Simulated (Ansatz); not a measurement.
## Run report: FeO, single-point calculation (part 2 of 3)

FeO (F-43m, 2 atoms in the cell); DFT LDA+U+J, scalar-relativistic, plane waves, PAW, U = 3 eV, J = 0.7 eV on Fe atom 1 d, spin-polarised (Ansatz 0.2.0); cutoff 420 eV, 7×7×7 k-mesh, Gaussian smearing of 0.05 eV, collinear spins. The structure was built on a prototype by a generator; it need not be a known phase. It belongs to a series of runs on one base structure; here: ferromagnetic start, free, natural orbitals of the symmetric run filled by rank.

Geometry of the input (Å; fractional positions):
```
0.0000  2.3819  2.3819
2.3819  0.0000  2.3819
2.3819  2.3819  0.0000
Fe 0.0000  0.0000  0.0000
O  0.2500  0.2500  0.2500
```

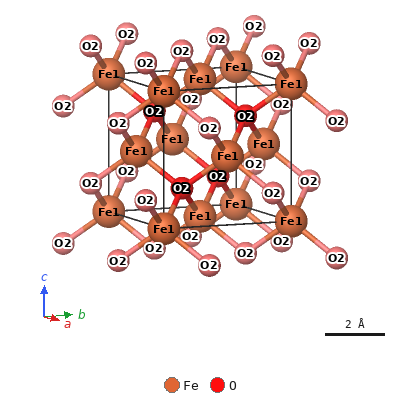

*The structure as given in the input (ball-and-stick view of the cell 4 times as large as that of the calculation, set on its symmetry axes, seen slightly off an axis; neighbours outside the cell are drawn fainter; atoms are numbered from 1 in the order of the input).*

The program's output, continued:
```
SCF iter   1: F=—  HF=-4973.656986 eV  |F-HF|=—  |Δ(HF+E_count)|=         —  Δρ=1.42e-1 (↑5.40e-2 ↓1.42e-1)  dr2=8.52e0  dr2_m=5.76e-1  M=3.744 μB ∫|m|=3.744 μB  β_m=0.30  ethr=3.10e-3  ⟨swp⟩=5.7  Hψ=5952  notcnv=0
preconditioner: auto → none  [metal: Δε(μ)=0.002 eV  Ē_g=12.614 eV  σ=0.050 eV  W_gap=0.02  n_scr=8 (ndim 8)  ℏωp=26.7 eV  f_vac=0.000  D(μ)=3.18/eV (n_scr^D=58)  sad-step TF]
SCF iter   2: F=—  HF=-4972.529748 eV  |F-HF|=—  |Δ(HF+E_count)|=    1.13e0  Δρ=5.03e-2 (↑2.83e-2 ↓5.03e-2)  dr2=5.44e-1  dr2_m=1.81e-1  M=4.006 μB ∫|m|=4.006 μB  β_m=1.00  ethr=3.10e-3  ⟨swp⟩=3.0  Hψ=3467  notcnv=0  defer=102
SCF iter   3: F=—  HF=-4972.490616 eV  |F-HF|=—  |Δ(HF+E_count)|=   3.91e-2  Δρ=2.23e-2 (↑2.23e-2 ↓1.67e-2)  dr2=1.47e-1  dr2_m=3.95e-3  M=4.007 μB ∫|m|=4.008 μB  β_m=1.00  ethr=2.47e-3  ⟨swp⟩=2.0  Hψ=2361  notcnv=0  defer=107
SCF iter   4: F=—  HF=-4972.519209 eV  |F-HF|=—  |Δ(HF+E_count)|=   2.86e-2  Δρ=9.54e-3 (↑9.54e-3 ↓8.56e-3)  dr2=2.03e-2  dr2_m=3.00e-3  M=4.043 μB ∫|m|=4.044 μB  β_m=1.00  ethr=6.66e-4  ⟨swp⟩=2.2  Hψ=1882  notcnv=0  defer=107
SCF iter   5: F=—  HF=-4972.552582 eV  |F-HF|=—  |Δ(HF+E_count)|=   3.34e-2  Δρ=2.94e-3 (↑1.98e-3 ↓2.94e-3)  dr2=2.99e-3  dr2_m=3.34e-4  M=4.050 μB ∫|m|=4.052 μB  β_m=1.00  ethr=9.23e-5  ⟨swp⟩=2.0  Hψ=2799  notcnv=0  defer=108
SCF iter   6: F=—  HF=-4972.567326 eV  |F-HF|=—  |Δ(HF+E_count)|=   1.47e-2  Δρ=1.13e-3 (↑1.13e-3 ↓9.68e-4)  dr2=9.93e-4  dr2_m=6.74e-6  M=4.051 μB ∫|m|=4.052 μB  β_m=0.30  ethr=1.36e-5  ⟨swp⟩=2.0  Hψ=2167  notcnv=0  defer=109
Mixer restart at iter 6: flushing history
spin-set hold released at iteration 6 (site moments contracting): the magnetisation degrees of freedom join the quasi-Newton model from the next iteration; the mixer history was flushed
SCF iter   7: F=—  HF=-4972.573691 eV  |F-HF|=—  |Δ(HF+E_count)|=   6.36e-3  Δρ=5.50e-4 (↑5.46e-4 ↓5.50e-4)  dr2=1.25e-4  dr2_m=2.64e-5  M=4.049 μB ∫|m|=4.051 μB  β_m=0.62  ethr=4.51e-6  ⟨swp⟩=1.7  Hψ=1578  notcnv=0  defer=109
SCF iter   8: F=—  HF=-4972.581760 eV  |F-HF|=—  |Δ(HF+E_count)|=   8.07e-3  Δρ=3.38e-3 (↑2.62e-3 ↓3.38e-3)  dr2=7.99e-3  dr2_m=7.57e-5  M=4.053 μB ∫|m|=4.054 μB  β_m=0.43  ethr=5.67e-7  ⟨swp⟩=2.8  Hψ=2758  notcnv=0  defer=109
SCF iter   9: F=—  HF=-4972.580133 eV  |F-HF|=—  |Δ(HF+E_count)|=   1.63e-3  Δρ=4.13e-4 (↑1.46e-4 ↓4.13e-4)  dr2=1.22e-5  dr2_m=1.63e-5  M=4.050 μB ∫|m|=4.051 μB  β_m=0.57  ethr=5.67e-7  ⟨swp⟩=2.5  Hψ=2662  notcnv=0  defer=109
SCF iter  10: F=—  HF=-4972.580138 eV  |F-HF|=—  |Δ(HF+E_count)|=   5.22e-6  Δρ=1.36e-4 (↑1.30e-4 ↓1.36e-4)  dr2=6.31e-6  dr2_m=2.06e-6  M=4.050 μB ∫|m|=4.051 μB  β_m=0.55  ethr=5.53e-8  ⟨swp⟩=2.3  Hψ=2179  notcnv=0  defer=109
SCF iter  11: F=—  HF=-4972.580137 eV  |F-HF|=—  |Δ(HF+E_count)|=   1.24e-6  Δρ=5.63e-5 (↑2.57e-5 ↓5.63e-5)  dr2=5.95e-7  dr2_m=3.11e-7  M=4.050 μB ∫|m|=4.052 μB  β_m=0.55  ethr=2.87e-8  ⟨swp⟩=2.0  Hψ=1770  notcnv=0  defer=109
Mixer restart at iter 11: flushing history
SCF iter  12: F=—  HF=-4972.580296 eV  |F-HF|=—  |Δ(HF+E_count)|=         —  Δρ=8.40e-5 (↑5.49e-5 ↓8.40e-5)  dr2=3.07e-6  dr2_m=3.06e-7  M=4.050 μB ∫|m|=4.052 μB  β_m=0.55  ethr=2.70e-9  ⟨swp⟩=2.3  Hψ=1918  notcnv=0  defer=109
SCF iter  13: F=—  HF=-4972.650013 eV  |F-HF|=—  |Δ(HF+E_count)|=   6.97e-2  Δρ=6.09e-3 (↑1.56e-4 ↓6.09e-3)  dr2=2.73e-3  dr2_m=2.37e-3  M=4.049 μB ∫|m|=4.053 μB  β_m=0.09  ethr=2.70e-9  ⟨swp⟩=3.4  Hψ=2497  notcnv=0  defer=109
SCF iter  14: F=—  HF=-4972.658631 eV  |F-HF|=—  |Δ(HF+E_count)|=   8.62e-3  Δρ=5.96e-3 (↑5.48e-4 ↓5.96e-3)  dr2=2.14e-3  dr2_m=2.41e-3  M=4.051 μB ∫|m|=4.055 μB  β_m=0.15  ethr=2.70e-9  ⟨swp⟩=3.5  Hψ=3485  notcnv=0  defer=110
SCF iter  15: F=—  HF=-4972.669836 eV  |F-HF|=—  |Δ(HF+E_count)|=   1.12e-2  Δρ=5.03e-3 (↑1.24e-3 ↓5.03e-3)  dr2=4.07e-3  dr2_m=1.53e-3  M=4.047 μB ∫|m|=4.053 μB  β_m=0.15  ethr=2.70e-9  ⟨swp⟩=4.2  Hψ=3584  notcnv=0  defer=110
SCF iter  16: F=—  HF=-4972.686598 eV  |F-HF|=—  |Δ(HF+E_count)|=   1.68e-2  Δρ=3.90e-3 (↑6.08e-4 ↓3.90e-3)  dr2=7.77e-4  dr2_m=1.18e-3  M=4.052 μB ∫|m|=4.060 μB  β_m=0.26  ethr=2.70e-9  ⟨swp⟩=4.1  Hψ=3663  notcnv=0  defer=110
SCF iter  17: F=—  HF=-4972.706169 eV  |F-HF|=—  |Δ(HF+E_count)|=   1.96e-2  Δρ=2.96e-3 (↑1.04e-3 ↓2.96e-3)  dr2=4.01e-4  dr2_m=8.15e-4  M=4.053 μB ∫|m|=4.065 μB  β_m=0.69  ethr=2.70e-9  ⟨swp⟩=4.2  Hψ=4198  notcnv=0  defer=104
SCF iter  18: F=—  HF=-4972.712508 eV  |F-HF|=—  |Δ(HF+E_count)|=   6.34e-3  Δρ=2.26e-3 (↑4.21e-4 ↓2.26e-3)  dr2=5.65e-4  dr2_m=3.19e-4  M=4.053 μB ∫|m|=4.070 μB  β_m=0.83  ethr=2.70e-9  ⟨swp⟩=3.4  Hψ=3759  notcnv=0  defer=98
SCF iter  19: F=—  HF=-4972.714797 eV  |F-HF|=—  |Δ(HF+E_count)|=   2.29e-3  Δρ=1.12e-3 (↑3.46e-4 ↓1.12e-3)  dr2=2.54e-4  dr2_m=6.68e-5  M=4.054 μB ∫|m|=4.075 μB  β_m=0.92  ethr=2.70e-9  ⟨swp⟩=4.2  Hψ=3924  notcnv=0  defer=98
SCF iter  20: F=—  HF=-4972.715309 eV  |F-HF|=—  |Δ(HF+E_count)|=   5.12e-4  Δρ=7.63e-4 (↑2.12e-4 ↓7.63e-4)  dr2=1.26e-4  dr2_m=2.80e-5  M=4.058 μB ∫|m|=4.079 μB  β_m=0.96  ethr=2.70e-9  ⟨swp⟩=3.2  Hψ=3194  notcnv=0  defer=95
SCF iter  21: F=—  HF=-4972.715559 eV  |F-HF|=—  |Δ(HF+E_count)|=   2.50e-4  Δρ=3.23e-4 (↑2.66e-4 ↓3.23e-4)  dr2=3.87e-5  dr2_m=6.38e-6  M=4.058 μB ∫|m|=4.080 μB  β_m=0.98  ethr=2.70e-9  ⟨swp⟩=3.1  Hψ=3057  notcnv=0  defer=95
SCF iter  22: F=—  HF=-4972.715683 eV  |F-HF|=—  |Δ(HF+E_count)|=   1.25e-4  Δρ=3.59e-4 (↑5.75e-5 ↓3.59e-4)  dr2=1.03e-5  dr2_m=7.89e-6  M=4.061 μB ∫|m|=4.083 μB  β_m=0.99  ethr=2.70e-9  ⟨swp⟩=3.0  Hψ=2961  notcnv=0  defer=95
SCF iter  23: F=—  HF=-4972.715766 eV  |F-HF|=—  |Δ(HF+E_count)|=   8.31e-5  Δρ=1.23e-4 (↑2.97e-5 ↓1.23e-4)  dr2=9.49e-7  dr2_m=1.09e-6  M=4.063 μB ∫|m|=4.086 μB  β_m=0.97  ethr=2.70e-9  ⟨swp⟩=3.1  Hψ=2825  notcnv=0  defer=95
SCF iter  24: F=—  HF=-4972.715773 eV  |F-HF|=—  |Δ(HF+E_count)|=   6.29e-6  Δρ=6.16e-5 (↑9.26e-6 ↓6.16e-5)  dr2=4.39e-7  dr2_m=2.28e-7  M=4.063 μB ∫|m|=4.087 μB  β_m=0.88  ethr=2.70e-9  ⟨swp⟩=2.0  Hψ=2203  notcnv=0  defer=95
SCF iter  25: F=—  HF=-4972.715777 eV  |F-HF|=—  |Δ(HF+E_count)|=   4.02e-6  Δρ=7.65e-5 (↑3.49e-5 ↓7.65e-5)  dr2=2.34e-6  dr2_m=2.00e-7  M=4.064 μB ∫|m|=4.088 μB  β_m=0.59  ethr=2.00e-9  ⟨swp⟩=2.0  Hψ=2160  notcnv=0  defer=95  recentre
SCF iter  26: F=—  HF=-4972.715779 eV  |F-HF|=—  |Δ(HF+E_count)|=   2.54e-6  Δρ=4.80e-5 (↑5.48e-6 ↓4.80e-5)  dr2=1.64e-7  dr2_m=1.47e-7  M=4.064 μB ∫|m|=4.088 μB  β_m=0.13  ethr=2.00e-9  ⟨swp⟩=2.0  Hψ=2157  notcnv=0  defer=95
SCF iter  27: F=—  HF=-4972.715785 eV  |F-HF|=—  |Δ(HF+E_count)|=   5.89e-6  Δρ=4.77e-5 (↑1.23e-5 ↓4.77e-5)  dr2=1.32e-7  dr2_m=1.79e-7  M=4.065 μB ∫|m|=4.088 μB  β_m=0.73  ethr=4.55e-10  ⟨swp⟩=11.4  Hψ=9685  notcnv=0
SCF iter  28: F=—  HF=-4972.715808 eV  |F-HF|=—  |Δ(HF+E_count)|=   2.27e-5  Δρ=8.98e-5 (↑9.14e-6 ↓8.98e-5)  dr2=5.46e-7  dr2_m=5.24e-7  M=4.066 μB ∫|m|=4.090 μB  β_m=0.45  ethr=6.02e-10  ⟨swp⟩=3.0  Hψ=3013  notcnv=0  recentre
SCF iter  29: F=—  HF=-4972.715773 eV  |F-HF|=—  |Δ(HF+E_count)|=   3.53e-5  Δρ=5.03e-5 (↑1.05e-5 ↓5.03e-5)  dr2=1.59e-7  dr2_m=1.76e-7  M=4.063 μB ∫|m|=4.087 μB  β_m=0.93  ethr=6.02e-10  ⟨swp⟩=3.1  Hψ=3122  notcnv=0
SCF iter  30: F=—  HF=-4972.715743 eV  |F-HF|=—  |Δ(HF+E_count)|=   2.97e-5  Δρ=9.35e-5 (↑3.84e-6 ↓9.35e-5)  dr2=5.92e-7  dr2_m=5.41e-7  M=4.062 μB ∫|m|=4.085 μB  β_m=0.76  ethr=4.55e-10  ⟨swp⟩=10.5  Hψ=11151  notcnv=0  recentre
SCF iter  31: F=—  HF=-4972.715783 eV  |F-HF|=—  |Δ(HF+E_count)|=   4.02e-5  Δρ=4.12e-5 (↑2.68e-6 ↓4.12e-5)  dr2=1.11e-7  dr2_m=1.07e-7  M=4.064 μB ∫|m|=4.088 μB  β_m=0.30  ethr=6.02e-10  ⟨swp⟩=3.1  Hψ=3180  notcnv=0
SCF iter  32: F=—  HF=-4972.715801 eV  |F-HF|=—  |Δ(HF+E_count)|=   1.81e-5  Δρ=6.28e-5 (↑3.87e-6 ↓6.28e-5)  dr2=2.57e-7  dr2_m=2.42e-7  M=4.066 μB ∫|m|=4.090 μB  β_m=0.55  ethr=4.55e-10  ⟨swp⟩=10.6  Hψ=10610  notcnv=0  recentre
SCF iter  33: F=—  HF=-4972.715772 eV  |F-HF|=—  |Δ(HF+E_count)|=   2.89e-5  Δρ=4.25e-5 (↑2.90e-6 ↓4.25e-5)  dr2=9.79e-8  dr2_m=1.16e-7  M=4.063 μB ∫|m|=4.087 μB  β_m=0.08  ethr=4.55e-10  ⟨swp⟩=6.9  Hψ=9796  notcnv=0
SCF iter  34: F=—  HF=-4972.715786 eV  |F-HF|=—  |Δ(HF+E_count)|=   1.41e-5  Δρ=4.45e-5 (↑3.43e-6 ↓4.45e-5)  dr2=1.23e-7  dr2_m=1.25e-7  M=4.065 μB ∫|m|=4.089 μB  β_m=0.19  ethr=4.45e-10  ⟨swp⟩=10.6  Hψ=10561  notcnv=0
SCF iter  35: F=—  HF=-4972.715762 eV  |F-HF|=—  |Δ(HF+E_count)|=   2.41e-5  Δρ=5.60e-5 (↑2.57e-6 ↓5.60e-5)  dr2=1.93e-7  dr2_m=2.03e-7  M=4.063 μB ∫|m|=4.086 μB  β_m=0.44  ethr=4.45e-10  ⟨swp⟩=3.1  Hψ=3133  notcnv=0
SCF iter  36: F=—  HF=-4972.715797 eV  |F-HF|=—  |Δ(HF+E_count)|=   3.43e-5  Δρ=5.43e-5 (↑3.61e-6 ↓5.43e-5)  dr2=2.09e-7  dr2_m=1.82e-7  M=4.066 μB ∫|m|=4.090 μB  β_m=0.29  ethr=4.45e-10  ⟨swp⟩=3.2  Hψ=3143  notcnv=0
SCF iter  37: F=—  HF=-4972.715865 eV  |F-HF|=—  |Δ(HF+E_count)|=   6.84e-5  Δρ=1.52e-4 (↑1.01e-5 ↓1.52e-4)  dr2=1.91e-6  dr2_m=1.43e-6  M=4.068 μB ∫|m|=4.093 μB  β_m=0.17  ethr=4.45e-10  ⟨swp⟩=3.2  Hψ=3104  notcnv=0  recentre
SCF iter  38: F=—  HF=-4972.715913 eV  |F-HF|=—  |Δ(HF+E_count)|=   4.77e-5  Δρ=2.09e-4 (↑1.76e-5 ↓2.09e-4)  dr2=4.21e-6  dr2_m=2.72e-6  M=4.069 μB ∫|m|=4.094 μB  β_m=0.19  ethr=4.45e-10  ⟨swp⟩=3.0  Hψ=3059  notcnv=0
SCF iter  39: F=—  HF=-4972.715812 eV  |F-HF|=—  |Δ(HF+E_count)|=   1.01e-4  Δρ=8.06e-5 (↑5.65e-6 ↓8.06e-5)  dr2=4.40e-7  dr2_m=3.90e-7  M=4.066 μB ∫|m|=4.091 μB  β_m=0.32  ethr=4.45e-10  ⟨swp⟩=3.3  Hψ=3072  notcnv=0
SCF iter  40: F=—  HF=-4972.715795 eV  |F-HF|=—  |Δ(HF+E_count)|=   1.66e-5  Δρ=5.15e-5 (↑2.63e-6 ↓5.15e-5)  dr2=1.77e-7  dr2_m=1.66e-7  M=4.065 μB ∫|m|=4.089 μB  β_m=0.52  ethr=4.45e-10  ⟨swp⟩=3.1  Hψ=3117  notcnv=0
SCF iter  41: F=—  HF=-4972.715785 eV  |F-HF|=—  |Δ(HF+E_count)|=   1.04e-5  Δρ=4.13e-5 (↑1.87e-6 ↓4.13e-5)  dr2=1.09e-7  dr2_m=1.08e-7  M=4.065 μB ∫|m|=4.088 μB  β_m=0.76  ethr=4.45e-10  ⟨swp⟩=3.0  Hψ=3013  notcnv=0
SCF iter  42: F=—  HF=-4972.715810 eV  |F-HF|=—  |Δ(HF+E_count)|=   2.52e-5  Δρ=7.34e-5 (↑4.80e-6 ↓7.34e-5)  dr2=3.19e-7  dr2_m=3.38e-7  M=4.066 μB ∫|m|=4.091 μB  β_m=0.24  ethr=4.45e-10  ⟨swp⟩=10.5  Hψ=10987  notcnv=0  recentre
SCF iter  43: F=—  HF=-4972.715801 eV  |F-HF|=—  |Δ(HF+E_count)|=   8.49e-6  Δρ=6.17e-5 (↑1.85e-6 ↓6.17e-5)  dr2=2.20e-7  dr2_m=2.42e-7  M=4.066 μB ∫|m|=4.090 μB  β_m=0.40  ethr=4.45e-10  ⟨swp⟩=2.8  Hψ=2652  notcnv=0
SCF iter  44: F=—  HF=-4972.715770 eV  |F-HF|=—  |Δ(HF+E_count)|=   3.20e-5  Δρ=4.58e-5 (↑2.39e-6 ↓4.58e-5)  dr2=1.45e-7  dr2_m=1.32e-7  M=4.063 μB ∫|m|=4.087 μB  β_m=0.51  ethr=4.45e-10  ⟨swp⟩=3.2  Hψ=3070  notcnv=0
SCF iter  45: F=—  HF=-4972.715693 eV  |F-HF|=—  |Δ(HF+E_count)|=   7.63e-5  Δρ=1.70e-4 (↑3.33e-6 ↓1.70e-4)  dr2=1.84e-6  dr2_m=1.78e-6  M=4.060 μB ∫|m|=4.083 μB  ethr=4.45e-10  ⟨swp⟩=3.1  Hψ=6634  notcnv=0
Mixer restart at iter 45: flushing history
iteration 45: the SCF's residuals had fallen too slowly under its mixing. It goes on by minimising its free energy, and can end on another state than longer mixing would; under `scf.algorithm: density_mixing` no SCF does so, but by `scf.convergence.dm_fallback`
SCF iter  46: F=—  HF=-4972.715767 eV  |F-HF|=—  |Δ(HF+E_count)|=   7.41e-5  Δρ=1.88e-4 (↑1.88e-4 ↓5.11e-5)  dr2=7.08e-6  dr2_m=1.33e-6  M=4.063 μB ∫|m|=4.086 μB  ethr=4.45e-10  ⟨swp⟩=2.6  Hψ=10384  notcnv=0
SCF iter  47: F=—  HF=-4972.715767 eV  |F-HF|=—  |Δ(HF+E_count)|=   2.59e-7  Δρ=7.09e-5 (↑2.33e-5 ↓7.09e-5)  dr2=7.45e-7  dr2_m=3.22e-7  M=4.063 μB ∫|m|=4.086 μB  ethr=4.45e-10  ⟨swp⟩=1.5  Hψ=4753  notcnv=0
SCF iter  48: F=—  HF=-4972.717062 eV  |F-HF|=—  |Δ(HF+E_count)|=   1.29e-3  Δρ=4.46e-4 (↑9.51e-5 ↓4.46e-4)  dr2=4.18e-5  dr2_m=1.07e-5  M=4.072 μB ∫|m|=4.098 μB  ethr=4.45e-10  ⟨swp⟩=3.4  Hψ=6855  notcnv=0
SCF iter  49: F=—  HF=-4972.717282 eV  |F-HF|=—  |Δ(HF+E_count)|=   2.20e-4  Δρ=1.51e-4 (↑1.51e-4 ↓8.26e-5)  dr2=6.76e-6  dr2_m=5.82e-7  M=4.073 μB ∫|m|=4.099 μB  ethr=4.45e-10  ⟨swp⟩=3.0  Hψ=6683  notcnv=0
SCF iter  50: F=—  HF=-4972.717282 eV  |F-HF|=—  |Δ(HF+E_count)|=   1.81e-7  Δρ=4.91e-5 (↑1.82e-5 ↓4.91e-5)  dr2=4.34e-7  dr2_m=1.39e-7  M=4.073 μB ∫|m|=4.099 μB  ethr=4.45e-10  ⟨swp⟩=1.5  Hψ=4846  notcnv=0
SCF iter  51: F=—  HF=-4972.717287 eV  |F-HF|=—  |Δ(HF+E_count)|=   4.64e-6  Δρ=1.02e-5 (↑8.70e-6 ↓1.02e-5)  dr2=5.26e-8  dr2_m=3.90e-9  M=4.073 μB ∫|m|=4.099 μB  ethr=4.45e-10  ⟨swp⟩=6.2  Hψ=8614  notcnv=0
SCF iter  52: F=-4972.717287 eV  HF=-4972.717287 eV  |F-HF|=3.76e-10  |Δ(HF+E_count)|=   1.26e-9  Δρ=8.22e-7 (↑7.66e-7 ↓8.22e-7)  dr2=4.27e-10  dr2_m=1.73e-11  M=4.073 μB ∫|m|=4.099 μB  ethr=2.39e-10  ⟨swp⟩=5.0  Hψ=6249  notcnv=0
SCF iter  53: F=-4972.717287 eV  HF=-4972.717287 eV  |F-HF|=3.77e-10  |Δ(HF+E_count)|=  9.09e-13  Δρ=8.22e-7 (↑7.66e-7 ↓8.22e-7)  dr2=4.27e-10  dr2_m=1.73e-11  M=4.073 μB ∫|m|=4.099 μB  ethr=1.94e-12  ⟨swp⟩=4.0  Hψ=6357  notcnv=0
WARN: hamiltonian.hubbard: on 1 of 2 specified blocks the occupation matrix of this SCF's result fails the test of the specified filling. At site 0 ↓ (sites count from 0 in the list of atoms of the cell that this SCF solves) the least filled combination of the orbitals specified full has occupation 0.352, and the fullest combination of the orbitals specified empty has occupation 0.352; the filling counts as kept where the first is at least 0.75 and exceeds the second by more than 0.25. The state of this SCF's result may not hold the specified filling, though these bounds can also misjudge a state that does. This warning does not say which state is lower in energy, or whether the specified filling is a self-consistent state at all; see hamiltonian.hubbard.sites[].starting_ns, Limitations, and scf.initial_density.shell_occupations in the input reference
SCF 1 converged in 53 iterations: F = -4972.717287 eV  dr2 = 4.27e-10
  greatest PAW one-centre occupation: 1.005 electrons in one spin orbital (limit 2), on the Fe atom at site 0 (counted from 0), in its partial waves of l = 1
SCF converged after 53 iterations
Stability not told: the lowest value that the SCF's own minimisation read on its close, 1.1e-1 (residual 7.6e-4), is positive but too near zero to vouch for directions that it does not look along: no lower mode is shown, and none is ruled out
Magnetization: 4.0726 μB (13.0363 up, 8.9637 down)
```
